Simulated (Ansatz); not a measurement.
# Run report: Sn₃Se, geometry relaxation (part 1 of 2)

- system: Sn₃Se (Fm-3m, 4 atoms in the cell)
- method: DFT PBE+D3(BJ), scalar-relativistic, plane waves, PAW, no spin polarisation (Ansatz 0.2.0)

The structure derives from a Materials Project entry.

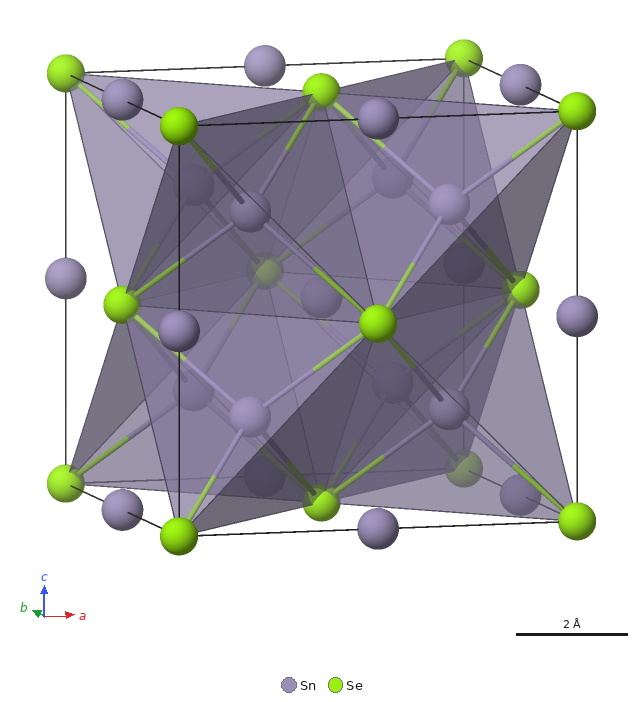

**Figure 1.** The input geometry (polyhedral view of the cell 4 times as large as that of the calculation, set on its symmetry axes, seen slightly off an axis; polyhedra are completed across the faces of the cell). An atom can appear more than once, as a periodic image.

Input file
```yaml
crystal:
  lattice:
    - [0.0, 3.733138, 3.733138]
    - [3.733138, 0.0, 3.733138]
    - [3.733138, 3.733138, 0.0]
  atoms:
    - { symbol: Sn, position: [0.25, 0.25, 0.25] }
    - { symbol: Sn, position: [0.75, 0.75, 0.75] }
    - { symbol: Sn, position: [0.5, 0.5, 0.5] }
    - { symbol: Se, position: [0.0, 0.0, 0.0] }
basis:
  ecutwfc: 420
kpoints:
  mp_grid: { grid: [10, 10, 10] }
hamiltonian:
  xc: pbe
  dispersion: d3bj
scf:
  occupations: { method: gaussian, width: 0.1 }
output:
  forces: true
  stress: true
  eigenvalues: true
  write_density: true
  write_potential: true
  elf: true
  volumetric_format: npy
relax:
  adjacent_minimum: "off"
  f_tol: 0.005
  max_steps: 80
  cell: { stress_tol: 0.05 }
```

Hardware: 2 threads of Arm Neoverse V1, 24 GiB of memory available, shared host.

Launched with:
```bash
ansatz run input.yaml --threads 2 --pin off --max-ram 5120MiB --backend cpu --events-out ev --progress --plain --runs-dir out
```

Output
```
Engine: ansatz 0.2.0, aarch64-unknown-linux-gnu
Pseudopotentials: kind: paw
Pseudopotential: Sn, paw, valence charge 14, recommended cutoff 420 eV (normal), Sn.paw.azcp
Pseudopotential: Se, paw, valence charge 16, recommended cutoff 420 eV (normal), Se.paw.azcp
Functional definition: PBE
  parameter kappa = 0.804
  parameter beta = 0.06672455060314922
  exchange = pbe_x(kappa = kappa, mu = beta*pi^2/3)
  correlation = pbe_c(beta = beta)
Crystal: 4 atoms, lattice volume = 104.052 Å³
Basis set: ecut = 420 eV, 2085 PW (Γ), exchange–correlation on 72×72×72 points (8 copies of the dense FFT grid, shifted against one another)
Bands: 35, of which v1, the nominal top of the filled ones, is band 29 counted from 1 (28 counted from 0)
Symmetry: 48 space group operations
Space group: Fm-3m (ITA 225), of the structure as read, at distance tolerance 4.7e-5 Å
k-points: 47 of 1000
Non-local potential: Sn, projectors of the file, l = 0: 2, l = 1: 2, l = 2: 2, l = 3: 2
Non-local potential: Se, projectors of the file, l = 0: 2, l = 1: 2, l = 2: 3, l = 3: 1
PAW form: soft (Blöchl's): semilocal exchange-correlation on the pseudo side does not see the compensation charge
PAW one-centre angular grid: Sn, 590 points (default); XC on 64 Gauss nodes
PAW one-centre angular grid: Se, 590 points (default); XC on 64 Gauss nodes
Initial density: superposition of atomic densities (neutral atoms: chi_scale 0, normalization atom), corrected by the library's trained network
Initial wavefunctions: pseudopotential atomic-orbital guess
Functional: x = pbe(κ = 0.804, μ = 0.2195149727645171), c = pbe(β = 0.06672455060314922)
SCF iter   1: F=—  HF=-23543.127213 eV  |F-HF|=—  |Δ(HF+E_count)|=         —  Δρ=2.87e-3  dr2=2.60e-2  ethr=1.77e-3  ⟨swp⟩=8.4  Hψ=7227  notcnv=0
preconditioner: auto → Kerker (q_TF=auto, 2.475 Å⁻¹)  [metal: Δε(μ)=0.020 eV  Ē_g=17.989 eV  σ=0.100 eV  W_gap=0.11  n_scr=26 (ndim 8)  ℏωp=25.2 eV  f_vac=0.000  D(μ)=2.46/eV (n_scr^D=14)]
SCF iter   2: F=—  HF=-23543.120747 eV  |F-HF|=—  |Δ(HF+E_count)|=   6.47e-3  Δρ=1.23e-3  dr2=4.95e-3  ethr=4.48e-5  ⟨swp⟩=2.0  Hψ=2786  notcnv=0
SCF iter   3: F=—  HF=-23543.119664 eV  |F-HF|=—  |Δ(HF+E_count)|=   1.08e-3  Δρ=5.07e-4  dr2=6.38e-4  ethr=8.53e-6  ⟨swp⟩=2.2  Hψ=2787  notcnv=0
SCF iter   4: F=—  HF=-23543.119522 eV  |F-HF|=—  |Δ(HF+E_count)|=   1.41e-4  Δρ=2.78e-4  dr2=9.43e-5  ethr=1.10e-6  ⟨swp⟩=2.0  Hψ=1795  notcnv=0
SCF iter   5: F=—  HF=-23543.119500 eV  |F-HF|=—  |Δ(HF+E_count)|=   2.23e-5  Δρ=7.77e-5  dr2=6.71e-6  ethr=1.63e-7  ⟨swp⟩=2.0  Hψ=2263  notcnv=0
SCF iter   6: F=—  HF=-23543.119497 eV  |F-HF|=—  |Δ(HF+E_count)|=   3.17e-6  Δρ=2.97e-5  dr2=8.85e-7  ethr=1.16e-8  ⟨swp⟩=2.1  Hψ=2982  notcnv=0
SCF iter   7: F=-23543.119497 eV  HF=-23543.119497 eV  |F-HF|=1.96e-8  |Δ(HF+E_count)|=   7.81e-8  Δρ=6.63e-6  dr2=3.22e-8  ethr=1.72e-10  ⟨swp⟩=11.0  Hψ=12049  notcnv=0
SCF 1 converged in 7 iterations: F = -23543.119497 eV  dr2 = 3.22e-8
  greatest PAW one-centre occupation: 1.000 electrons in one spin orbital (limit 2), on the Se atom at site 3 (counted from 0), in its partial waves of l = 2
relax step   1: F+E_penalty+E_count = -23543.11949684 eV  Δ(F+E_penalty+E_count) = +0.000e0 eV  max|allowed force component| = 1.012e-17 eV/Å  Δτ_max = 0.0000 Å  P = -2.514 GPa  Ω = 104.052 Å³  (7 SCF iters, dr2 threshold 1.00e-7 eV, accepted)
Crystal: 4 atoms, lattice volume = 97.676 Å³
Basis set: ecut = 420 eV, 1917 PW (Γ), exchange–correlation on 72×72×72 points (8 copies of the dense FFT grid, shifted against one another)
Initial density: handed on by an earlier stage of this run
Initial wavefunctions: those handed on with the density
iter 1 solved again at ethr=4.11e-5 eV; its pass at ethr=3.10e-3 eV (dr2=2.38e-2 eV) is discarded
SCF iter   1: F=—  HF=-23543.163812 eV  |F-HF|=—  |Δ(HF+E_count)|=         —  Δρ=2.87e-3  dr2=2.32e-2  ethr=4.11e-5  ⟨swp⟩=1.6  Hψ=8583  notcnv=0
preconditioner: auto → Kerker (q_TF=auto, 2.501 Å⁻¹)  [metal: Δε(μ)=0.053 eV  Ē_g=18.239 eV  σ=0.100 eV  W_gap=0.29  n_scr=26 (ndim 8)  ℏωp=26.0 eV  f_vac=0.000  D(μ)=2.21/eV (n_scr^D=14)]
SCF iter   2: F=—  HF=-23543.159836 eV  |F-HF|=—  |Δ(HF+E_count)|=   3.98e-3  Δρ=1.22e-3  dr2=4.52e-3  ethr=4.01e-5  ⟨swp⟩=1.7  Hψ=1707  notcnv=0
SCF iter   3: F=—  HF=-23543.158801 eV  |F-HF|=—  |Δ(HF+E_count)|=   1.03e-3  Δρ=4.90e-4  dr2=4.09e-4  ethr=7.80e-6  ⟨swp⟩=2.0  Hψ=2942  notcnv=0
SCF iter   4: F=—  HF=-23543.158726 eV  |F-HF|=—  |Δ(HF+E_count)|=   7.57e-5  Δρ=2.43e-4  dr2=5.69e-5  ethr=7.04e-7  ⟨swp⟩=2.0  Hψ=1956  notcnv=0
SCF iter   5: F=—  HF=-23543.158718 eV  |F-HF|=—  |Δ(HF+E_count)|=   7.40e-6  Δρ=4.51e-5  dr2=2.00e-6  ethr=9.80e-8  ⟨swp⟩=2.0  Hψ=1927  notcnv=0
SCF iter   6: F=-23543.158718 eV  HF=-23543.158718 eV  |F-HF|=1.04e-7  |Δ(HF+E_count)|=   1.77e-7  Δρ=9.79e-6  dr2=9.25e-8  ethr=6.90e-10  ⟨swp⟩=11.6  Hψ=13424  notcnv=0
SCF 2 converged in 6 iterations: F = -23543.158718 eV  dr2 = 9.25e-8
  Residual-converged pass: ⟨swp⟩=1.0  Hψ=1834  notcnv=0  max |occ|·‖R‖ = 7.1e-9 eV (tolerance 1.0e-8 eV)  dr2=9.25e-8  dr2_onsite=8.09e-8  max |Δocc| = 3.4e-10
relax step   2: F+E_penalty+E_count = -23543.15871785 eV  Δ(F+E_penalty+E_count) = -3.922e-2 eV  max|allowed force component| = 8.558e-17 eV/Å  Δτ_max = 0.0000 Å  P = +0.810 GPa  Ω = 97.676 Å³  energy of the carried Pulay correction = +1.184e-3 eV  (6 SCF iters, dr2 threshold 4.00e-7 eV, accepted)
Crystal: 4 atoms, lattice volume = 99.157 Å³
iter 1 solved again at ethr=2.51e-6 eV; its pass at ethr=3.10e-3 eV (dr2=1.46e-3 eV) is discarded
SCF iter   1: F=—  HF=-23543.162075 eV  |F-HF|=—  |Δ(HF+E_count)|=         —  Δρ=6.99e-4  dr2=1.40e-3  ethr=2.51e-6  ⟨swp⟩=2.4  Hψ=8959  notcnv=0
preconditioner: auto → Kerker (q_TF=auto, 2.495 Å⁻¹)  [metal: Δε(μ)=0.048 eV  Ē_g=18.169 eV  σ=0.100 eV  W_gap=0.26  n_scr=26 (ndim 8)  ℏωp=25.8 eV  f_vac=0.000  D(μ)=2.25/eV (n_scr^D=14)]
SCF iter   2: F=—  HF=-23543.161839 eV  |F-HF|=—  |Δ(HF+E_count)|=   2.36e-4  Δρ=2.95e-4  dr2=2.70e-4  ethr=2.41e-6  ⟨swp⟩=1.7  Hψ=1707  notcnv=0
SCF iter   3: F=—  HF=-23543.161773 eV  |F-HF|=—  |Δ(HF+E_count)|=   6.56e-5  Δρ=1.20e-4  dr2=2.37e-5  ethr=4.66e-7  ⟨swp⟩=2.1  Hψ=2932  notcnv=0
SCF iter   4: F=—  HF=-23543.161769 eV  |F-HF|=—  |Δ(HF+E_count)|=   4.13e-6  Δρ=5.84e-5  dr2=3.37e-6  ethr=4.09e-8  ⟨swp⟩=2.0  Hψ=1886  notcnv=0
SCF iter   5: F=-23543.161769 eV  HF=-23543.161769 eV  |F-HF|=3.56e-8  |Δ(HF+E_count)|=   2.76e-7  Δρ=1.09e-5  dr2=1.18e-7  ethr=6.90e-10  ⟨swp⟩=8.3  Hψ=11182  notcnv=0
SCF 3 converged in 5 iterations: F = -23543.161769 eV  dr2 = 1.18e-7
relax step   3: F+E_penalty+E_count = -23543.16176871 eV  Δ(F+E_penalty+E_count) = -3.051e-3 eV  max|allowed force component| = 3.759e-17 eV/Å  Δτ_max = 0.0000 Å  P = -0.077 GPa  Ω = 99.157 Å³  energy of the carried Pulay correction = +9.027e-4 eV  (5 SCF iters, dr2 threshold 4.00e-7 eV, accepted)
Crystal: 4 atoms, lattice volume = 99.028 Å³
iter 1 solved again at ethr=1.91e-8 eV; its pass at ethr=3.10e-3 eV (dr2=1.11e-5 eV) is discarded
SCF iter   1: F=—  HF=-23543.161830 eV  |F-HF|=—  |Δ(HF+E_count)|=         —  Δρ=6.05e-5  dr2=1.00e-5  ethr=1.91e-8  ⟨swp⟩=2.9  Hψ=7902  notcnv=0
preconditioner: auto → Kerker (q_TF=auto, 2.496 Å⁻¹)  [metal: Δε(μ)=0.044 eV  Ē_g=18.176 eV  σ=0.100 eV  W_gap=0.24  n_scr=26 (ndim 8)  ℏωp=25.9 eV  f_vac=0.000  D(μ)=2.25/eV (n_scr^D=14)]
SCF iter   2: F=—  HF=-23543.161826 eV  |F-HF|=—  |Δ(HF+E_count)|=   4.01e-6  Δρ=2.54e-5  dr2=1.81e-6  ethr=1.72e-8  ⟨swp⟩=1.7  Hψ=1711  notcnv=0
SCF iter   3: F=—  HF=-23543.161825 eV  |F-HF|=—  |Δ(HF+E_count)|=   4.45e-7  Δρ=9.50e-6  dr2=1.19e-7  ethr=3.11e-9  ⟨swp⟩=2.0  Hψ=2971  notcnv=0
SCF iter   4: F=-23543.161825 eV  HF=-23543.161825 eV  |F-HF|=4.21e-9  |Δ(HF+E_count)|=   2.68e-8  Δρ=4.27e-6  dr2=1.42e-8  ethr=2.53e-11  ⟨swp⟩=8.9  Hψ=9515  notcnv=0
SCF 4 converged in 4 iterations: F = -23543.161825 eV  dr2 = 1.42e-8
relax step   4: F+E_penalty+E_count = -23543.16182519 eV  Δ(F+E_penalty+E_count) = -5.648e-5 eV  max|allowed force component| = 3.354e-17 eV/Å  Δτ_max = 0.0000 Å  P = -0.002 GPa  Ω = 99.028 Å³  energy of the carried Pulay correction = +9.272e-4 eV  (4 SCF iters, dr2 threshold 1.47e-8 eV, accepted)
Initial wavefunctions: pseudopotential atomic-orbital guess (no wavefunctions were taken with the density)
iter 1 solved again at ethr=3.78e-7 eV; its pass at ethr=3.10e-3 eV (dr2=2.19e-4 eV) is discarded
SCF iter   1: F=—  HF=-23543.160879 eV  |F-HF|=—  |Δ(HF+E_count)|=         —  Δρ=4.75e-5  dr2=3.39e-7  ethr=3.78e-7  ⟨swp⟩=3.0  Hψ=10803  notcnv=0
SCF iter   2: F=—  HF=-23543.160878 eV  |F-HF|=—  |Δ(HF+E_count)|=   1.05e-6  Δρ=2.47e-5  dr2=9.68e-8  ethr=5.85e-10  ⟨swp⟩=2.7  Hψ=3105  notcnv=0
SCF iter   3: F=—  HF=-23543.160878 eV  |F-HF|=—  |Δ(HF+E_count)|=   2.44e-7  Δρ=6.36e-6  dr2=1.33e-8  ethr=1.67e-10  ⟨swp⟩=2.0  Hψ=2785  notcnv=0
SCF iter   4: F=—  HF=-23543.160878 eV  |F-HF|=—  |Δ(HF+E_count)|=   1.30e-8  Δρ=7.35e-7  dr2=7.74e-10  ethr=2.29e-11  ⟨swp⟩=2.0  Hψ=3020  notcnv=0
SCF iter   5: F=—  HF=-23543.160878 eV  |F-HF|=—  |Δ(HF+E_count)|=  7.35e-10  Δρ=3.21e-7  dr2=5.33e-11  ethr=1.34e-12  ⟨swp⟩=2.0  Hψ=3007  notcnv=0
SCF iter   6: F=-23543.160878 eV  HF=-23543.160878 eV  |F-HF|=7.28e-12  |Δ(HF+E_count)|=  5.09e-11  Δρ=7.42e-8  dr2=6.39e-12  ethr=1.00e-12  ⟨swp⟩=6.3  Hψ=6828  notcnv=0
SCF 5 converged in 6 iterations: F = -23543.160878 eV  dr2 = 6.39e-12
relax step   5: F+E_penalty+E_count = -23543.16087826 eV  Δ(F+E_penalty+E_count) = +9.469e-4 eV  max|allowed force component| = 3.238e-17 eV/Å  Δτ_max = 0.0000 Å  P = -0.001 GPa  Ω = 99.028 Å³  stress off target by 1.16e-3 GPa  SCF on the basis re-selected at this cell (its energy is not comparable with the rows above)  (6 SCF iters)
```

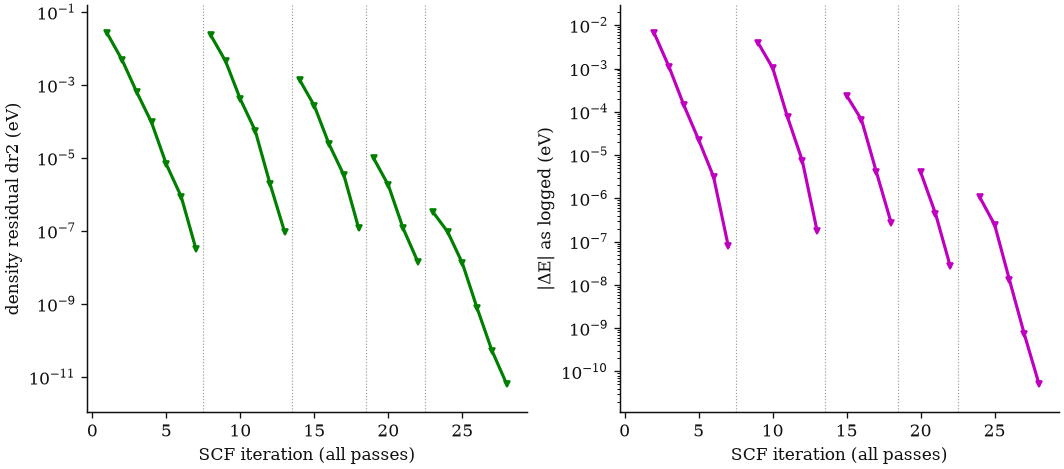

**Figure 2.** Convergence of the self-consistent field: density residual dr2 and size of the energy change against the SCF iteration. The dotted lines part the SCF passes of the relaxation: geometry steps, rejected trials and re-solves on a re-selected basis. The 5 passes take 4 to 7 iterations each, 28 in all.

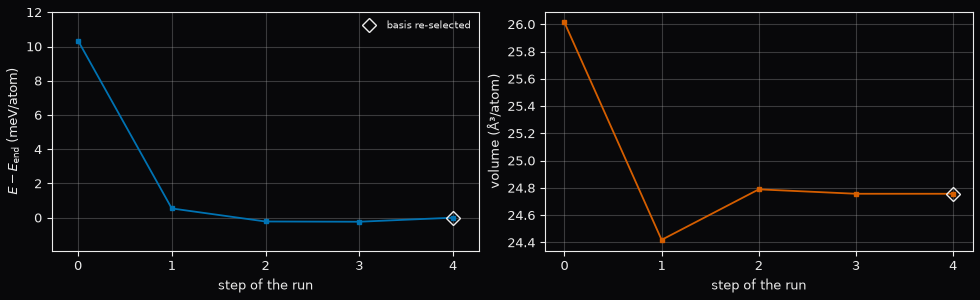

**Figure 3.** Progress of the relaxation, step by step (the first geometry is step 0 here and step 1 in the log).
